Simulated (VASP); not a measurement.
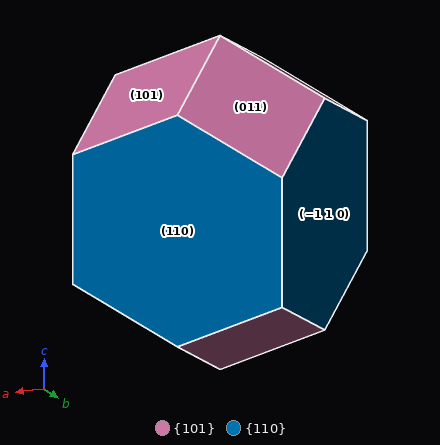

HfO2, space group P4_2/mnm (No. 136), a = 4.859 Å, b = 4.859 Å, c = 3.225 Å, α = 90.00°, β = 90.00°, γ = 90.00°. Crystal habit computed by the BFDH rule (growth rate of a face proportional to 1/d, systematic absences taken into account). This is a geometric estimate, not an energy calculation. Source: the end point of a relaxation with VASP, VASP Kohn-Sham DFT of a periodic cell, RPBE with D3, VASP PAW PBE potentials, recommended. Forms under 0.4 % of the area are left out.

**How many faces does the whole crystal have, by form?**

12 faces: 4 of {110} and 8 of {101}.

**Which form makes up most of the surface, and how much?**

{110}, with 4 faces and about 58 % of the area; its spacing is d = 3.436 Å.

**Describe the habit.**

It is roughly equant (blocky). Widths along a, b and c stand as 1.00 : 1.00 : 1.09.
